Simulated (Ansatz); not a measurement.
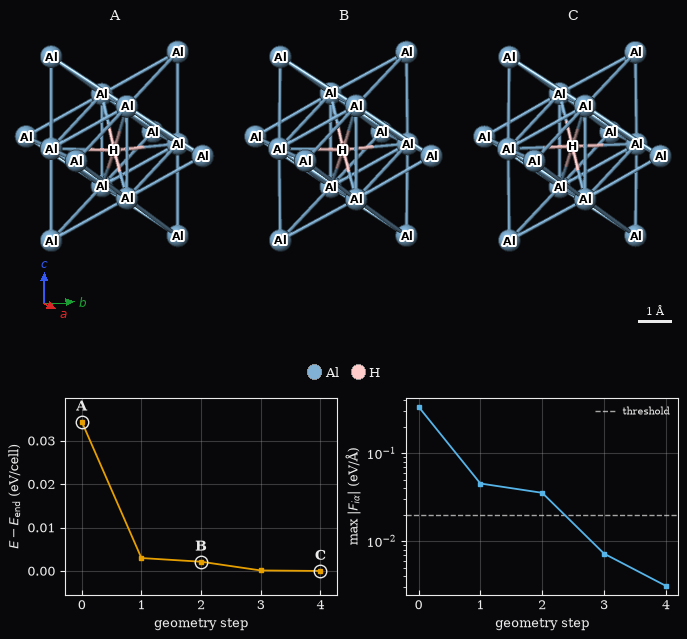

Frames of a relaxation of a defect cell of composition Al₂₇H, marked on the history of the run. The picture is a ball-and-stick view of the atoms within 4.2 Å of the atom that moves most (axes of the larger cell on standard axes (2 times the calculation's cell)), seen slightly off an axis.

Case: H interstitial, charge +0, atoms relaxed.

The calculation used DFT PBE, scalar-relativistic, plane waves, PAW in Ansatz 0.2.0. Settings: plane-wave cutoff 420 eV; k-point mesh 3 × 3 × 3; occupations gaussian; smearing width 0.1 eV; no spin polarisation; atoms relaxed in a fixed cell; force threshold 0.02 eV/Å; at most 60 steps.

> What happens along the run?

After 4 geometry steps the energy has fallen by 34.4 meV per cell of the calculation. The largest force component goes from 0.34 to 0.0031 eV/Å. The largest move is that of the H atom, 0.12 Å roughly along [−1 0 3]. By element the largest moves are H 0.12 Å, Al 0.03 Å. The cell doesn't change. Near-neighbour distances that change, for instance: Al–H 1.915 → 2.050 Å, Al–H 1.956 → 2.052 Å, Al–H 2.128 → 2.052 Å, Al–Al 2.858 → 2.901 Å. The run took 47 s on 4 threads of AMD EPYC 7R13 Processor (Zen 3), with other jobs on the host, peak memory 1.2 GiB. From step 0 to 2: an Al atom moves most (0.04 Å), energy −32.3 meV per cell of the calculation. From step 2 to 4: the H atom moves most (0.10 Å), energy −2.1 meV per cell of the calculation.
